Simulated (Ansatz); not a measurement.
Read the following structure.

```xyz
2
Lattice="2.4564 0.0000 0.0000 -1.2282 2.1273 0.0000 0.0000 0.0000 3.9695" Properties=species:S:1:pos:R:3 pbc="T T T"
Co    1.2282    0.7091    0.9924
Co    0.0000    1.4182    2.9771
```

Summarise the structure in words.

The element is cobalt. Its lattice is primitive hexagonal, its space group P6_3/mmc (No. 194). The arrangement is known as hexagonal close-packed (Mg type). The cell holds two atoms. Co bonds to twelve Co in an anticuboctahedral arrangement at 2.44 to 2.46 Å. The bonds build a three-dimensional framework.

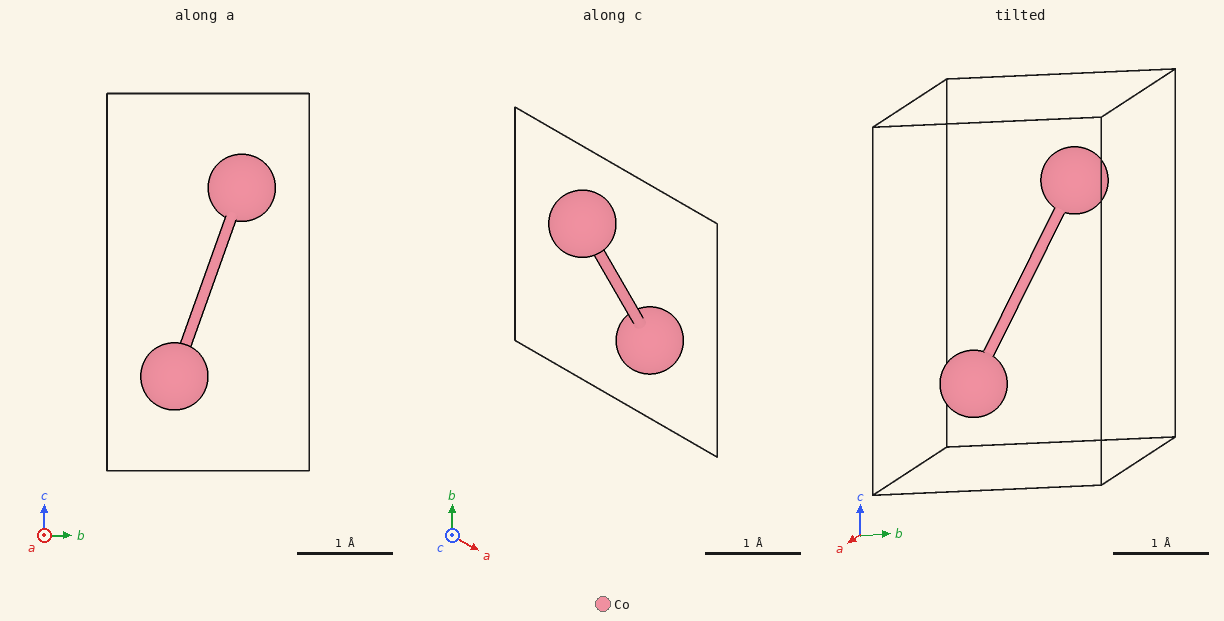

Shown here is a ball-and-stick view of the crystal, taken along the a axis, along the c axis and slightly off an axis. The edges of the conventional unit cell are marked.

The model was built from a structure listed in the Materials Project. Earlier steps of the study may have refined or changed the cell and positions. It was the input of a calculation with Ansatz.
